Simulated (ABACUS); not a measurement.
Geometry relaxation of TiO$_{2}$ (part 1 of 3)

- system: TiO$_{2}$ (Pnma, 12 atoms in the cell)
- method: Kohn-Sham DFT of a periodic cell, PBE, PseudoDojo NC SR 0.4.1 PBE standard (ABACUS 3.10.1)

The structure derives from an entry of the Crystallography Open Database. The run did not end well. It belongs to a series of runs on one base structure; here: strain_along_c = 0.06.

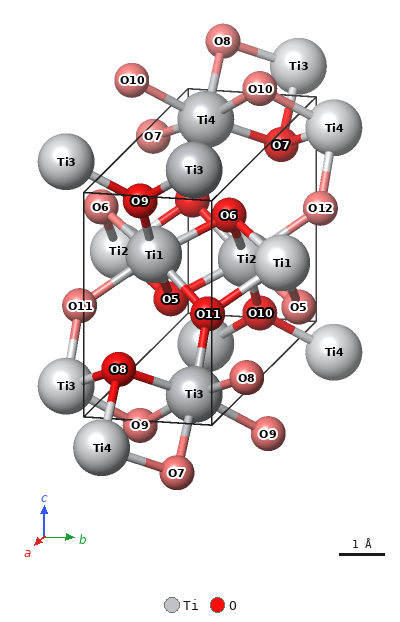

*The starting structure (ball-and-stick view of the cell of the calculation, seen slightly off an axis; neighbours outside the cell are drawn fainter; atoms are numbered from 1 in the order of the input).*

Outcome:

- outcome: stopped at the time limit
- space group (tolerance 0.01 Å): Pnma (62)
- electrons treated: 96
- free energy: −10078.2607 eV
- Fermi energy: 7.817 eV
- gap on the k-point mesh: 2.53 eV
- final volume: 145.42 Å³
- final cell: a = 9.459 Å, b = 2.958 Å, c = 5.196 Å, α = 90.00°, β = 90.00°, γ = 90.00°
- hardware: 4 threads of Intel Xeon (Sapphire Rapids), 32 GiB of memory available, shared host
- wall time: 4.1 min (CPU time 15 min)
- peak memory: 0.64 GiB

The run was cut off by its time limit, so the output is incomplete. Further notes kept with the run: time limit reached. Points of doubt noted for this run: home made orbitals.

Input:
```python
"""Relaxation by an ASE optimiser with ABACUS as a small file-based calculator."""
import re
import subprocess
import numpy as np
from ase.calculators.calculator import Calculator, all_changes
from ase.io import read
from ase.optimize import FIRE
from ase.stress import full_3x3_to_voigt_6_stress
from ase.units import Bohr, GPa

atoms = read("TiO2.xyz")
atoms = atoms[(-atoms.numbers).argsort(kind="stable")]  # ABACUS lists atoms element by element
pseudo = {'Ti': 'Ti.upf', 'O': 'O.upf'}
orbital = {'Ti': 'Ti_confined-atom_7au_3s2p2d1f.orb', 'O': 'O_confined-atom_6au_2s2p1d.orb'}
magmoms = None
kmesh = [2, 6, 4]
params = {
    'suffix': 'TiO2',
    'calculation': 'scf',
    'basis_type': 'lcao',
    'pseudo_dir': './',
    'orbital_dir': './',
    'symmetry': 1,
    'dft_functional': 'pbe',
    'ecutwfc': 100,
    'pseudo_rcut': 7,
    'nspin': 1,
    'nbands': 58,
    'ks_solver': 'genelpa',
    'smearing_method': 'fd',
    'smearing_sigma': 0.00367493,
    'scf_thr': 1e-07,
    'scf_nmax': 100,
    'mixing_type': 'broyden',
    'mixing_beta': 0.7,
    'cal_force': 1,
    'cal_stress': 1,
    'out_mul': 1,
}


def write_input(atoms):
    symbols = atoms.get_chemical_symbols()
    elements = list(dict.fromkeys(symbols))
    lines = ["ATOMIC_SPECIES"] + [f"{e} {atoms.get_masses()[symbols.index(e)]:.4f} {pseudo[e]}" for e in elements]
    if orbital:
        lines += ["", "NUMERICAL_ORBITAL"] + [orbital[e] for e in elements]
    lines += ["", "LATTICE_CONSTANT", f"{1 / Bohr:.10f}", "", "LATTICE_VECTORS"]
    lines += [" ".join(f"{x:.10f}" for x in v) for v in atoms.cell]
    lines += ["", "ATOMIC_POSITIONS", "Direct"]
    for e in elements:
        lines += ["", e, "0.0", str(symbols.count(e))]
        for i, p in enumerate(atoms.get_scaled_positions(wrap=False)):
            if symbols[i] == e:
                mag = "" if magmoms is None else " mag " + " ".join(str(x) for x in (magmoms[i] if isinstance(magmoms[i], list) else [magmoms[i]]))
                lines.append(" ".join(f"{x:.10f}" for x in p) + " 1 1 1" + mag)
    open("STRU", "w").write("\n".join(lines) + "\n")
    open("KPT", "w").write("K_POINTS\n0\nGamma\n%d %d %d 0 0 0\n" % tuple(kmesh))
    open("INPUT", "w").write("INPUT_PARAMETERS\n" + "".join(f"{k:<20s}{v}\n" for k, v in params.items()))


class Abacus(Calculator):
    implemented_properties = ["energy", "free_energy", "forces", "stress"]

    def calculate(self, atoms=None, properties=("energy",), system_changes=all_changes):
        super().calculate(atoms, properties, system_changes)
        write_input(self.atoms)
        subprocess.run(['mpirun', '-np', '4', 'abacus'], check=True)
        log = open("OUT.TiO2/running_scf.log").read()
        if "charge density convergence is achieved" not in log:
            raise RuntimeError("SCF not converged")
        rows = lambda title, n: np.array([l.split()[-3:] for l in log.split(title)[-1].split("\n")[2:2 + n]], float)
        energy = float(re.findall(r"FINAL_ETOT_IS (\S+)", log)[-1])
        stress = -rows("TOTAL-STRESS", 3) / 10 * GPa  # ABACUS prints kbar, compression positive
        self.results = dict(energy=energy, free_energy=energy, forces=rows("TOTAL-FORCE", len(self.atoms)), stress=full_3x3_to_voigt_6_stress(stress))


atoms.calc = Abacus()
opt = FIRE(atoms, logfile="opt.log", trajectory="relax.traj")
print("optimiser converged:", opt.run(fmax=0.01, steps=60))
```

File TiO2.xyz:
```
12
Lattice="9.4590000000 0.0000000000 0.0000000000 0.0000000000 2.9585000000 0.0000000000 0.0000000000 0.0000000000 5.1963320000" Properties=species:S:1:pos:R:3 pbc="T T T"
Ti     6.0244371000      0.7396250000      2.9340049372
Ti     3.4345629000      2.2188750000      2.2623270628
Ti     8.1640629000      2.2188750000      0.3358389372
Ti     1.2949371000      0.7396250000      4.8604930628
O      4.4684316000      0.7396250000      1.5152504112
O      4.9905684000      2.2188750000      3.6810815888
O      0.2610684000      2.2188750000      4.1134164112
O      9.1979316000      0.7396250000      1.0829155888
O      7.2484317000      0.7396250000      4.4870326820
O      2.2105683000      2.2188750000      0.7092993180
O      6.9400683000      2.2188750000      1.8888666820
O      2.5189317000      0.7396250000      3.3074653180
```

File INPUT:
```
INPUT_PARAMETERS
suffix              TiO2
calculation         scf
basis_type          lcao
pseudo_dir          ./
orbital_dir         ./
symmetry            1
dft_functional      pbe
ecutwfc             100
pseudo_rcut         7
nspin               1
nbands              58
ks_solver           genelpa
smearing_method     fd
smearing_sigma      0.00367493
scf_thr             1e-07
scf_nmax            100
mixing_type         broyden
mixing_beta         0.7
cal_force           1
cal_stress          1
out_mul             1
```

File STRU:
```
ATOMIC_SPECIES
Ti 47.8670 Ti.upf
O 15.9990 O.upf

NUMERICAL_ORBITAL
Ti_confined-atom_7au_3s2p2d1f.orb
O_confined-atom_6au_2s2p1d.orb

LATTICE_CONSTANT
1.8897261258

LATTICE_VECTORS
9.4590000000 0.0000000000 0.0000000000
0.0000000000 2.9585000000 0.0000000000
0.0000000000 0.0000000000 5.1963320000

ATOMIC_POSITIONS
Direct

Ti
0.0
4
0.6402252551 0.2500000000 0.5703726192 1 1 1
0.3597747449 0.7500000000 0.4296273808 1 1 1
0.8597747449 0.7500000000 0.0703726192 1 1 1
0.1402252551 0.2500000000 0.9296273808 1 1 1

O
0.0
8
0.4691310300 0.2500000000 0.3071257878 1 1 1
0.5308689700 0.7500000000 0.6928742122 1 1 1
0.0308689700 0.7500000000 0.8071257878 1 1 1
0.9691310300 0.2500000000 0.1928742122 1 1 1
0.7651028506 0.2500000000 0.8622576245 1 1 1
0.2348971494 0.7500000000 0.1377423755 1 1 1
0.7348971494 0.7500000000 0.3622576245 1 1 1
0.2651028506 0.2500000000 0.6377423755 1 1 1
```

File KPT:
```
K_POINTS
0
Gamma
2 6 4 0 0 0
```

Run as:
```bash
OMP_NUM_THREADS=1 python run_abacus.py > log
```

The program's output:
```
ABACUS v3.10.1

               Atomic-orbital Based Ab-initio Computation at UStc

 ------------------------------------------------------------------------------------

 READING GENERAL INFORMATION
                           global_out_dir = OUT.TiO2/
                           global_in_card = INPUT
                               pseudo_dir = ./
                              orbital_dir = ./
                                    DSIZE = 4
                                    GSIZE = 1

 READING UNITCELL INFORMATION
                                    ntype = 2
                  lattice constant (Bohr) = 1.88973
              lattice constant (Angstrom) = 1

 READING ATOM TYPE 1
                               atom label = Ti
                      L=0, number of zeta = 3
                      L=1, number of zeta = 2
                      L=2, number of zeta = 2
                      L=3, number of zeta = 1
             number of atom for this type = 4

 READING ATOM TYPE 2
                               atom label = O
                      L=0, number of zeta = 2
                      L=1, number of zeta = 2
                      L=2, number of zeta = 1
             number of atom for this type = 8

                        TOTAL ATOM NUMBER = 12
DIRECT COORDINATES
    atom                   x                   y                   z     mag                  vx                  vy                  vz
taud_Ti1            0.6402252551        0.2500000000        0.5703726192  0.0000        0.0000000000        0.0000000000        0.0000000000
taud_Ti2            0.3597747449        0.7500000000        0.4296273808  0.0000        0.0000000000        0.0000000000        0.0000000000
taud_Ti3            0.8597747449        0.7500000000        0.0703726192  0.0000        0.0000000000        0.0000000000        0.0000000000
taud_Ti4            0.1402252551        0.2500000000        0.9296273808  0.0000        0.0000000000        0.0000000000        0.0000000000
taud_O1            0.4691310300        0.2500000000        0.3071257878  0.0000        0.0000000000        0.0000000000        0.0000000000
taud_O2            0.5308689700        0.7500000000        0.6928742122  0.0000        0.0000000000        0.0000000000        0.0000000000
taud_O3            0.0308689700        0.7500000000        0.8071257878  0.0000        0.0000000000        0.0000000000        0.0000000000
taud_O4            0.9691310300        0.2500000000        0.1928742122  0.0000        0.0000000000        0.0000000000        0.0000000000
taud_O5            0.7651028506        0.2500000000        0.8622576245  0.0000        0.0000000000        0.0000000000        0.0000000000
taud_O6            0.2348971494        0.7500000000        0.1377423755  0.0000        0.0000000000        0.0000000000        0.0000000000
taud_O7            0.7348971494        0.7500000000        0.3622576245  0.0000        0.0000000000        0.0000000000        0.0000000000
taud_O8            0.2651028506        0.2500000000        0.6377423755  0.0000        0.0000000000        0.0000000000        0.0000000000

                          Volume (Bohr^3) = 981.319
                             Volume (A^3) = 145.416

 Lattice vectors: (Cartesian coordinate: in unit of a_0)
               +9.459                  +0                  +0
                   +0             +2.9585                  +0
                   +0                  +0            +5.19633
 Reciprocal vectors: (Cartesian coordinate: in unit of 2 pi/a_0)
            +0.105719                  -0                  +0
                   -0           +0.338009                  -0
                   +0                  -0           +0.192443
 The esolver type has been set to : ksdft_lcao

                PAO radial cut off (Bohr) = 7

 Read in pseudopotential file is Ti.upf
                     pseudopotential type = NC
          exchange-correlation functional = PBE
                 nonlocal core correction = 1
                        valence electrons = 12
                                     lmax = 2
                           number of zeta = 4
                     number of projectors = 6
                           L of projector = 0
                           L of projector = 0
                           L of projector = 1
                           L of projector = 1
                           L of projector = 2
                           L of projector = 2
                PAO radial cut off (Bohr) = 7

 Read in pseudopotential file is O.upf
                     pseudopotential type = NC
          exchange-correlation functional = PBE
                 nonlocal core correction = 1
                        valence electrons = 6
                                     lmax = 2
                           number of zeta = 2
                     number of projectors = 5
                           L of projector = 0
                           L of projector = 0
                           L of projector = 1
                           L of projector = 1
                           L of projector = 2
     initial pseudo atomic orbital number = 72

 SETUP THE ELECTRONS NUMBER
            electron number of element Ti = 12
      total electron number of element Ti = 48
             electron number of element O = 6
       total electron number of element O = 48
            AUTOSET number of electrons:  = 96
                           occupied bands = 48
                                   NLOCAL = 208
                                   NBANDS = 58
                                   NBANDS = 58
                                   NLOCAL = 208

%%%%%%%%%%%%%%%%%%%%%%%%%%%%%%%%%%%%%%%%%%%%%%%%%%%%%%%%%%%%%%%%%%%%%%%%%%%%%%%%%%%%%%%%%%%%%%%%%%%%%%%%%%
 Warning: the number of valence electrons in pseudopotential > 4 for Ti: [Ar] 3d2 4s2
 Pseudopotentials with additional electrons can yield (more) accurate outcomes, but may be less efficient.
 If you're confident that your chosen pseudopotential is appropriate, you can safely ignore this warning.
%%%%%%%%%%%%%%%%%%%%%%%%%%%%%%%%%%%%%%%%%%%%%%%%%%%%%%%%%%%%%%%%%%%%%%%%%%%%%%%%%%%%%%%%%%%%%%%%%%%%%%%%%%

 SETUP THE PLANE WAVE BASIS
 energy cutoff for charge/potential (unit:Ry) = 400
            fft grid for charge/potential = [ 120, 36, 64 ]
                        fft grid division = [ 5, 4, 4 ]
        big fft grid for charge/potential = [ 24, 9, 16 ]
                                     nbxx = 864
                                     nrxx = 69120

 SETUP PLANE WAVES FOR CHARGE/POTENTIAL
                    number of plane waves = 132437
                         number of sticks = 3175

 PARALLEL PW FOR CHARGE/POTENTIAL
     PROC   COLUMNS(POT)             PW
        1            794          33110
        2            793          33109
        3            795          33109
        4            793          33109
 --------------- sum -------------------
        4           3175         132437
                            number of |g| = 12501
                                  max |g| = 36.1815
                                  min |g| = 0.0447064

----------- Double Check Mixing Parameters Begin ------------
mixing_type: broyden
mixing_beta: 0.7
mixing_gg0: 1
mixing_gg0_min: 0.1
mixing_ndim: 8
----------- Double Check Mixing Parameters End ------------

 LATTICE VECTORS: (CARTESIAN COORDINATE: IN UNIT OF A0)
               +9.459                  +0                  +0
                   +0             +2.9585                  +0
                   +0                  +0            +5.19633
                       right hand lattice = 1
                                   NORM_A = 9.459
                                   NORM_B = 2.9585
                                   NORM_C = 5.19633
                           ALPHA (DEGREE) = 90
                           BETA  (DEGREE) = 90
                           GAMMA (DEGREE) = 90

 The lattice vectors have been changed (STRU_SIMPLE.cif)
```
